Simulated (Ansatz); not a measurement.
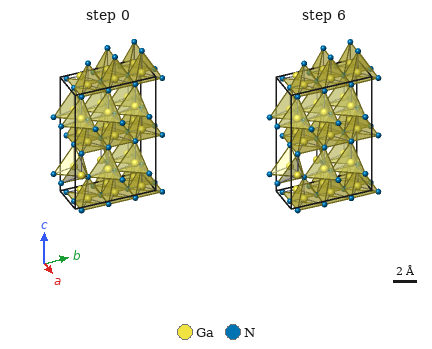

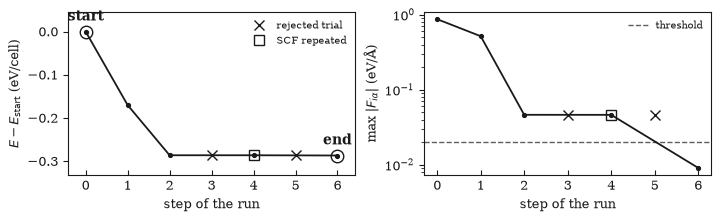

First and last geometry of a relaxation of a defect cell of composition Ga$_{24}$N$_{23}$ (cell charge +1), with the history of the run. The picture is a polyhedral view of the cell of the calculation, seen slightly off an axis.

Level of theory: DFT, PBE, plane-wave PAW, default files, scalar-relativistic, frozen cores in Ansatz 0.2.0. Set-up: plane-wave cutoff 420 eV; k-point mesh 4 × 3 × 3; occupations fermi dirac; smearing width 0.01 eV; no spin polarisation; potentials kind: paw, frozen_core: stored; atoms relaxed in a fixed cell; force threshold 0.02 eV/Å; at most 50 steps.

Did the run converge, and what did it change?

Answer. It converged. After 3 accepted moves (6 points after the start) the energy has fallen by 0.287 eV per cell of the calculation. The largest force component goes from 0.87 to 0.0091 eV/Å. The line search rejected the trial steps at points 3, 5 of the run. 1 step only repeated the SCF at the same geometry. The atom that moves furthest is an N atom (0.043 Å along [−1 −1 −2]). By element the largest moves are N 0.043 Å, Ga 0.038 Å. The cell doesn't change. Some distances before and after: Ga–N 1.989 → 1.933 Å, Ga–N 1.930 → 1.960 Å, Ga–N 1.989 → 1.972 Å, Ga–N 1.930 → 1.924 Å. Bond angles that change, for instance: N–Ga–N 111.0° → 108.2°, Ga–N–Ga 107.9° → 110.6°. The run took 3.7 min on 4 threads of AMD EPYC 9R45 96-Core Processor (Zen 5), on a shared host, peak memory 4.6 GiB.

Limits of the set-up: the periodic images lie only 6.4 Å apart, so the values are limited by the cell's size; the cell is charged, on a uniform background, and energies carry no finite-size correction.
